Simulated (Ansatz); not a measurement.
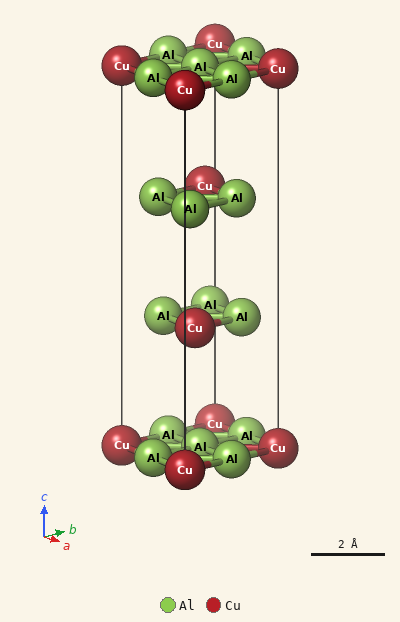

The structure (ball-and-stick view of the cell 3 times as large as that of the calculation, set on its symmetry axes, seen slightly off an axis). An atom can appear more than once, as a periodic image. Near neighbours in the periodic cell (some may lie outside the picture): Al has 4 Al at 2.18 Å and 2 Cu at 2.18 Å; Cu has 6 Al at 2.18 Å.

# Al$_{3}$Cu: single-point calculation

Al$_{3}$Cu (4 atoms in the cell), computed with DFT r2SCAN, scalar-relativistic, plane waves, PAW, no spin polarisation (Ansatz 0.2.0).

The structure derives from a Materials Project entry. It belongs to a series of runs on one base structure; here: ratio of the length along [111] to the lengths across it x 2.0, volume and fractional coordinates fixed.

The input
```yaml
crystal:
  lattice:
    - [4.115729494, 1.0289323735, 1.0289323735]
    - [1.0289323735, 4.115729494, 1.0289323735]
    - [1.0289323735, 1.0289323735, 4.115729494]
  atoms:
    - { symbol: Al, position: [0.0, 0.5, 0.5] }
    - { symbol: Al, position: [0.5, 0.0, 0.5] }
    - { symbol: Al, position: [0.5, 0.5, 0.0] }
    - { symbol: Cu, position: [0.0, 0.0, 0.0] }
basis:
  ecutwfc: 500
kpoints:
  mp_grid: { grid: [14, 14, 14] }
hamiltonian:
  xc: r2scan
scf:
  occupations: { method: gaussian, width: 0.15 }
output:
  forces: true
  stress: true
  eigenvalues: true
  write_density: true
  write_potential: true
  elf: true
  volumetric_format: npy
```

Machine: 1 thread of Intel Xeon @ 2.50GHz (Skylake/Cascade Lake), 189 GiB of memory available, shared host.

Run as:
```bash
ansatz run input.yaml --threads 1 --pin off --max-ram 2560MiB --backend cpu --events-out ev --progress --plain --runs-dir out
```

Log
```
Engine: ansatz 0.2.0, x86_64-unknown-linux-gnu
Pseudopotentials: kind: paw
Pseudopotential: Al, paw, valence charge 3, recommended cutoff 500 eV (meta_gga), Al.paw.azcp
Pseudopotential: Cu, paw, valence charge 19, recommended cutoff 500 eV (meta_gga), Cu.paw.azcp
Functional definition: r2SCAN
  parameter k0 = 0.174
  parameter k1 = 0.065
  parameter a1 = 4.9479
  exchange = r2scan_x(k0 = k0, k1 = k1, a1 = a1)
  correlation = r2scan_c
Crystal: 4 atoms, lattice volume = 58.824 Å³
Basis set: ecut = 500 eV, 1459 PW (Γ), exchange–correlation on 128×128×128 points (64 copies of the dense FFT grid, shifted against one another)
Bands: 18, of which v1, the nominal top of the filled ones, is band 14 counted from 1 (13 counted from 0)
Symmetry: 12 space group operations
Space group: R-3m (ITA 166), of the structure as read, at distance tolerance 3.9e-5 Å
k-points: 288 of 2744
Non-local potential: Al, projectors of the file, l = 0: 2, l = 1: 2, l = 2: 1
Non-local potential: Cu, projectors of the file, l = 0: 3, l = 1: 2, l = 2: 3, l = 3: 1
PAW form: soft (Blöchl's): semilocal exchange-correlation on the pseudo side does not see the compensation charge
PAW frozen core: Al, regenerated for the run's functional (the file was generated under x = pbe(κ = 0.804, μ = 0.2195149727645171), c = pbe(β = 0.06672455060314922))
PAW frozen core: Cu, regenerated for the run's functional (the file was generated under x = pbe(κ = 0.804, μ = 0.2195149727645171), c = pbe(β = 0.06672455060314922))
PAW one-centre angular grid: Al, 302 points (default); XC on 160 Gauss nodes
PAW one-centre angular grid: Cu, 590 points (default); XC on 160 Gauss nodes
Initial density: superposition of atomic densities (neutral atoms: chi_scale 0, normalization atom), corrected by the library's trained network
Initial wavefunctions: pseudopotential atomic-orbital guess
Functional: x = r2scan, c = r2scan; τ floored in thin density (d = 2e-4 eV/Å³)
SCF iter   1: F=—  HF=-8246.013806 eV  |F-HF|=—  |Δ(HF+E_count)|=         —  Δρ=1.59e-2  dr2=1.13e-1  dr2_τ=6.59e-2  ethr=1.77e-3  ⟨swp⟩=5.9  Hψ=28632  notcnv=0
preconditioner: auto → Kerker (q_TF=auto, 2.411 Å⁻¹)  [metal: Δε(μ)=0.009 eV  Ē_g=8.558 eV  σ=0.150 eV  W_gap=0.03  n_scr=14 (ndim 8)  ℏωp=21.7 eV  f_vac=0.000  D(μ)=0.95/eV (n_scr^D=0)]
SCF iter   2: F=—  HF=-8246.052632 eV  |F-HF|=—  |Δ(HF+E_count)|=   3.88e-2  Δρ=1.09e-2  dr2=3.28e-2  dr2_τ=6.83e-4  ethr=4.03e-4  ⟨swp⟩=2.0  Hψ=11194  notcnv=0  defer=1
SCF iter   3: F=—  HF=-8246.041068 eV  |F-HF|=—  |Δ(HF+E_count)|=   1.16e-2  Δρ=3.94e-3  dr2=1.06e-2  dr2_τ=8.22e-5  ethr=1.17e-4  ⟨swp⟩=2.5  Hψ=9897  notcnv=0  defer=1
SCF iter   4: F=—  HF=-8246.039776 eV  |F-HF|=—  |Δ(HF+E_count)|=   1.29e-3  Δρ=1.18e-3  dr2=7.09e-4  dr2_τ=1.39e-5  ethr=3.79e-5  ⟨swp⟩=2.2  Hψ=7503  notcnv=0  defer=1
SCF iter   5: F=—  HF=-8246.040033 eV  |F-HF|=—  |Δ(HF+E_count)|=   2.57e-4  Δρ=4.51e-4  dr2=1.47e-4  dr2_τ=1.30e-6  ethr=2.53e-6  ⟨swp⟩=2.1  Hψ=9642  notcnv=0  defer=1
SCF iter   6: F=—  HF=-8246.040106 eV  |F-HF|=—  |Δ(HF+E_count)|=   7.27e-5  Δρ=1.89e-4  dr2=1.86e-5  dr2_τ=2.22e-7  ethr=5.25e-7  ⟨swp⟩=2.0  Hψ=8052  notcnv=0  defer=1
SCF iter   7: F=—  HF=-8246.040114 eV  |F-HF|=—  |Δ(HF+E_count)|=   8.27e-6  Δρ=3.69e-5  dr2=1.08e-6  dr2_τ=1.05e-8  ethr=6.65e-8  ⟨swp⟩=2.0  Hψ=8073  notcnv=0  defer=1
SCF iter   8: F=—  HF=-8246.040114 eV  |F-HF|=—  |Δ(HF+E_count)|=   4.40e-7  Δρ=2.19e-5  dr2=2.52e-7  dr2_τ=9.41e-10  ethr=3.85e-9  ⟨swp⟩=2.0  Hψ=8078  notcnv=0  defer=1
SCF iter   9: F=-8246.040114 eV  HF=-8246.040114 eV  |F-HF|=4.72e-9  |Δ(HF+E_count)|=   1.83e-8  Δρ=2.94e-6  dr2=5.17e-9  dr2_τ=3.95e-11  ethr=3.57e-10  ⟨swp⟩=8.9  Hψ=32719  notcnv=0
SCF 1 converged in 9 iterations: F = -8246.040114 eV  dr2 = 5.17e-9
  greatest PAW one-centre occupation: 1.000 electrons in one spin orbital (limit 2), on the Cu atom at site 3 (counted from 0), in its partial waves of l = 0
```

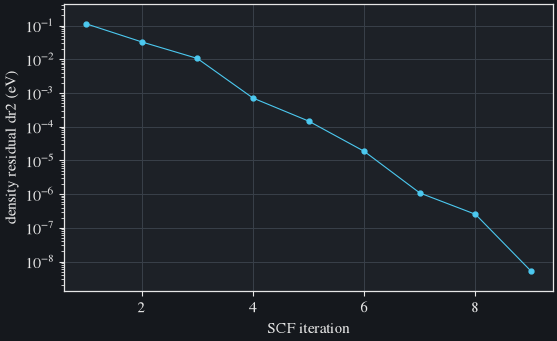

Convergence of the self-consistent field: density residual dr2 against the SCF iteration. The residual falls at every step.

```
SCF converged after 9 iterations
Free energy (F): -8246.040114 eV
Harris-Foulkes:  -8246.040114 eV  (|F-HF|=4.72e-9)
Internal energy: -8246.029212 eV  (E = F + TS)
E sigma→0 (E₀):  -8246.034663 eV
Entropy (-TS):   -0.010902 eV (-2.726 meV/atom)
Fermi energy:    9.695829 eV
--- Per-component energies (eV) ---
  E_band       = -516.039119
  E_kinetic    = 390.644196
  E_local      = -6219.231404  (includes V_loc(G=0)·N_el)
  E_nonlocal   = 427.371187
  E_hartree    = 2797.511262
  E_xc         = -202.734937
  E_vxc        = -230.423709  (∫ρ·V_xc dr)
  E_paw        = -3095.449203  (= ΣΔE_a)
  E_vpaw       = -493.165850  (= ΣTr[D̂ρ^β])
  E_aug_tail   = 0.000143  (compensation charges beyond the density's cutoff)
  E_vtau       = 13.744784  (kinetic-family band-sum trace: ∫τ·v_τ [+ j·A + Jᵃ·Aᵃ] dr)
  E_ewald      = -2343.659025
  E_core_change = -0.481432  (= ΣΔE_core)
  E_smearing   = -0.010902  (= −TS)
  E_closure    = -0.000000  (closes the sum)
  Σ components = -8246.040114   (vs F -8246.040114, Δ=0.00e0)
--- Forces (eV/Å), atoms counted from 1 ---
  atom   1  Al    -0.00000000     0.00000000    -0.00000000
  atom   2  Al    -0.00000000    -0.00000000    -0.00000000
  atom   3  Al    -0.00000000    -0.00000000    -0.00000000
  atom   4  Cu    -0.00000000    -0.00000000    -0.00000000
  max |Σ_I F_I| component: 1.59e-30 eV/Å
--- Stress (GPa, compression-positive) ---
       66.767259     -34.812166     -34.812166
      -34.812166      66.767259     -34.812166
      -34.812166     -34.812166      66.767259
  P = ⅓ Tr σ = 66.7673 GPa (667.673 kbar)
--- Band table (eV; the first three rows and the last of 288) ---
  k-point 0: bands = ["-108.8268", "-64.8054", "-64.8054", "-64.2953", "-2.5143", "3.5016", "3.5016", "4.7541", "4.7541", "4.9291", "6.1500", "7.6719", "7.6719", "9.2977", "10.5843", "12.3968", "12.3968", "13.1656"]
  k-point 1: bands = ["-108.8268", "-64.8054", "-64.8054", "-64.2953", "-2.4532", "3.4388", "3.5148", "4.7470", "4.7494", "4.9173", "6.1469", "7.3134", "7.6122", "9.3033", "10.8834", "12.5254", "12.6364", "13.1282"]
  k-point 2: bands = ["-108.8268", "-64.8056", "-64.8055", "-64.2953", "-2.2706", "3.2611", "3.5526", "4.7240", "4.7362", "4.8631", "5.9206", "6.8512", "7.4533", "9.3269", "11.3830", "12.6395", "12.8884", "13.4170"]
  k-point 287: bands = ["-108.8268", "-64.8054", "-64.8054", "-64.2954", "-1.4525", "3.4530", "3.4530", "3.9712", "4.8381", "4.8381", "5.4085", "5.7925", "7.2854", "7.2854", "10.0962", "11.5715", "11.5715", "15.9706"]
```

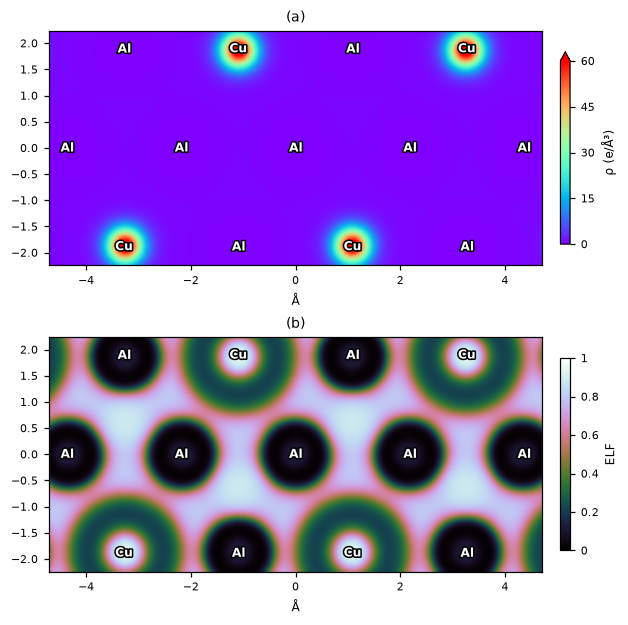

(a) valence pseudo-density; (b) electron localisation function on the (001) plane of the conventional cell. Atoms in the plane: Al and Cu. Al–Cu (2.18 Å): ρ at the midpoint is about 0.54 e/Å³; the ELF is about 0.45 at the midpoint (metallic bonding. Al–Al (2.18 Å): ρ is about 0.47 e/Å³ halfway, a local maximum along the line; the ELF peaks at about 0.80 between the atoms, which marks a covalent bond. Away from the nuclei the density in this plane falls to 0.43 e/Å³ at its lowest. The strong features right at Cu lie inside the PAW spheres (semicore, d or f shells) and say nothing about bonding. The fields are those of the smooth PAW valence density.

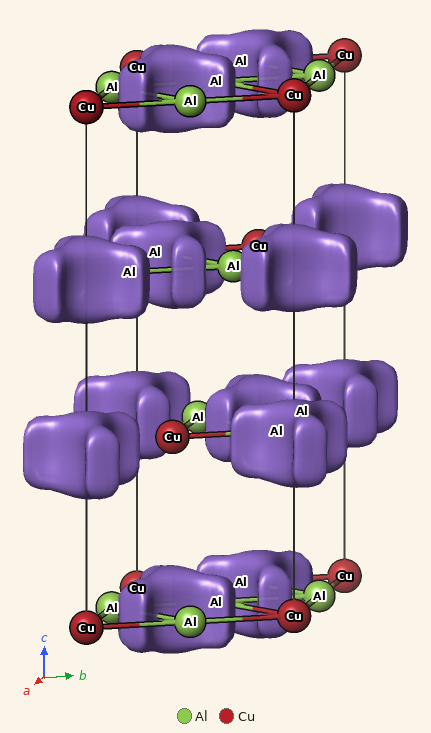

Isosurface of the electron localisation function at 0.7 (purple), seen slightly off an axis. Only the valence region is drawn (cores and ρ < 0.01 e/Å³ removed). Sticks mark near contacts. The outline is the cell set on symmetry axes. Values along the shortest contacts: Al–Al (2.18 Å): the ELF peaks at about 0.80 between the atoms (a covalent bond).

Summary

| quantity | value |
| --- | --- |
| outcome | converged |
| space group (tolerance 0.01 Å) | R-3m (166) |
| electrons treated | 28 |
| free energy | −8246.0401 eV |
| Fermi energy | 9.696 eV |
| gap on the k-point mesh | none (metallic) |
| pressure | 66.77 GPa |
| largest force (length of the vector) | under 0.001 eV/Å |
| wall time | 98 s |
| peak memory | 0.73 GiB |

Notes

The cell is under a pressure of 67 GPa at this level, so it is not at its equilibrium volume.
